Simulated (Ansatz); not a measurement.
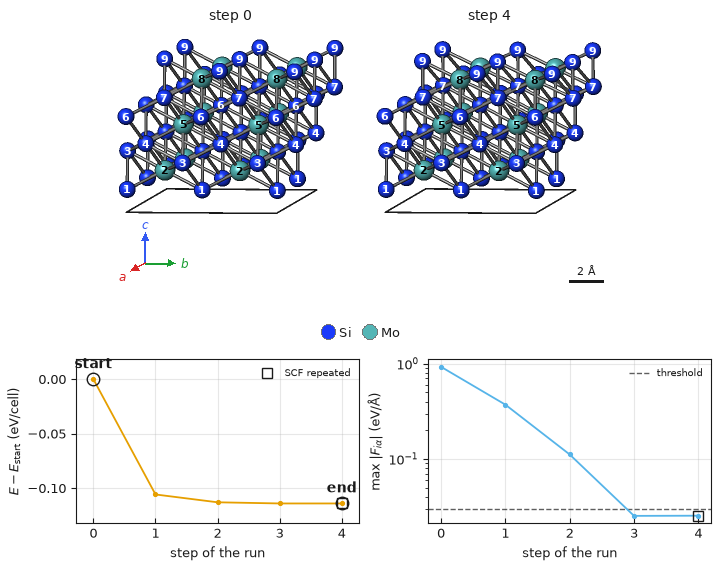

First and last geometry of a constrained relaxation of a slab of composition Si2Mo (cut from the I4/mmm phase), with the history of the run. Style: ball-and-stick. Shown: the 2 × 2 repeat of the cell, outlined in the plane, without the vacuum, slightly off an axis.

Case: clean slab, lower half held. The slab is the (1 0 1) face of Si2Mo. 4 atoms are held fixed.

These are results of DFT PBEsol, scalar-relativistic, plane waves, PAW in Ansatz 0.2.0, not measurements.

The input:
```yaml
crystal:
  lattice:
    - [3.1900701656, 0.0, 0.0]
    - [-1.5950350828, 4.223464079, 0.0]
    - [0.0, 0.0, 24.887070347]
  atoms:
    - { symbol: Si, position: [0.4298983557, 0.8597967113, 0.3415428125] }
    - { symbol: Mo, position: [0.1426273687, 0.2852547373, 0.3813107821] }
    - { symbol: Si, position: [0.8553563817, 0.7107127633, 0.4210787517] }
    - { symbol: Si, position: [0.5725257243, 0.1450514487, 0.4602320304] }
    - { symbol: Mo, position: [0.2852547373, 0.5705094747, 0.5] }
    - { symbol: Si, position: [0.9979837503, 0.9959675007, 0.5397679696] }
    - { symbol: Si, position: [0.715153093, 0.430306186, 0.5789212483] }
    - { symbol: Mo, position: [0.427882106, 0.855764212, 0.6186892179] }
    - { symbol: Si, position: [0.140611119, 0.281222238, 0.6584571875] }
basis:
  ecutwfc: 420
kpoints:
  mp_grid: { grid: [10, 7, 1] }
hamiltonian:
  xc: pbesol
scf:
  occupations: { method: gaussian, width: 0.1 }
output:
  forces: true
  eigenvalues: true
relax:
  adjacent_minimum: "off"
  f_tol: 0.03
  max_steps: 70
  constraints: [{ sites: [0, 1, 2, 3] }]
efield:
  axis: 3
  dipole_correction: true
  ramp_width: 0.04
```

Command:
```bash
ansatz run input.yaml --threads 4 --pin off --max-ram 10240MiB --backend cpu --events-out ev --progress --plain --runs-dir out
```

### Read the history and describe the run.

It converged. The atom that moves furthest is Si9 (0.17 Å at 27° to the normal (−c side)). By element the largest moves are Si 0.17 Å, Mo 0.08 Å. The lattice vectors keep their values. Near-neighbour distances that change, for instance: Si7–Si9 2.619 → 2.501 Å, Mo8–Si9 2.599 → 2.544 Å, Mo5–Si7 2.599 → 2.623 Å, Si6–Si7 2.580 → 2.600 Å. Among the angles between lasting bonds that change: Si7–Si9–Mo8 104.6° → 109.7°, Si7–Si9–Si7 75.0° → 79.2°, Mo8–Si9–Mo8 119.8° → 122.1°. The energy falls by 0.114 eV per cell of the calculation in 3 accepted moves (4 points after the start). Largest force component: 0.93 eV/Å at the start, 0.025 eV/Å at the end. 1 step only repeated the SCF at the same geometry.
